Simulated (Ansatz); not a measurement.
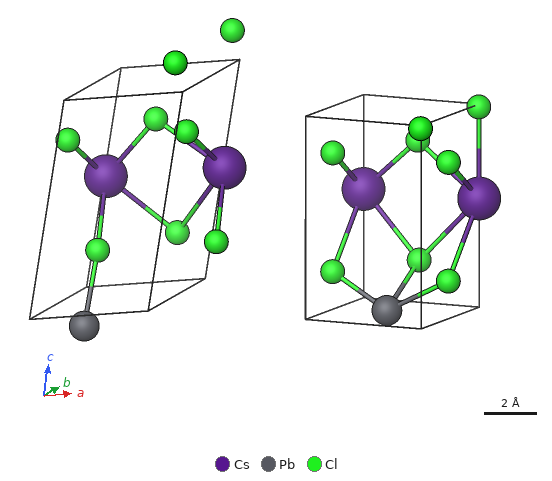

Two geometries of solid CsPbCl₅ (built on the SiSnPd5-123 type type), drawn at one scale. One is the start of a relaxation, the other its converged end. The picture is a ball-and-stick view of the cell of the calculation, seen from a free direction.

Method: Ansatz, DFT, PBEsol, plane waves, PAW. (plane-wave cutoff 420 eV; k-point mesh 4 × 4 × 2; occupations fermi dirac; smearing width 0.05 eV; no spin polarisation; cell and atoms relaxed; force threshold 0.01 eV/Å; at most 120 steps)

Which of the two is the end point?

Answer. The left one is the relaxed one. Case: shaken. The energy falls by 2.148 eV per cell of the calculation in 36 accepted moves (43 points after the start). Largest force component: 0.76 eV/Å at the start, 0.008 eV/Å at the end. Pressure: 1.31 GPa at the start and −0.01 GPa at the end. The line search rejected the trial steps at points 20, 29, 37, 39, 41 of the run. The SCF was repeated twice at an unchanged geometry on a basis and grid sized afresh for the cell, which shifted the energy by 10.2 meV per cell of the calculation at most. The largest move relative to the cell is that of the Pb atom, 1.59 Å along [−3 −2 −2]. By element the largest moves are Pb 1.59 Å, Cl 1.55 Å, Cs 0.29 Å. The volume changes by +13.0 %, with a 5.010 → 5.267 Å (+5.1 %), b 5.084 → 5.280 Å (+3.9 %), c 8.060 → 8.795 Å (+9.1 %), α 89.9° → 82.1°, β 89.6° → 73.6°, γ 89.3° → 91.6°. Near-neighbour distances that change, for instance: Cl–Pb 2.931 → 6.432 Å, Cl–Pb 3.033 → 5.966 Å, Cl–Cs 3.610 → 5.400 Å, Cl–Cl 3.625 → 2.333 Å. Bonds break, among them: Cl–Cs (3.61 → 5.40 Å), Cl–Pb (2.93 → 6.43 Å). Among the angles between lasting bonds that change: Cs–Cl–Pb 111.4° → 153.2°, Cl–Pb–Cl 108.3° → 139.4°, Cs–Cl–Pb 113.3° → 101.3°. The space group stays P1 (No. 1).
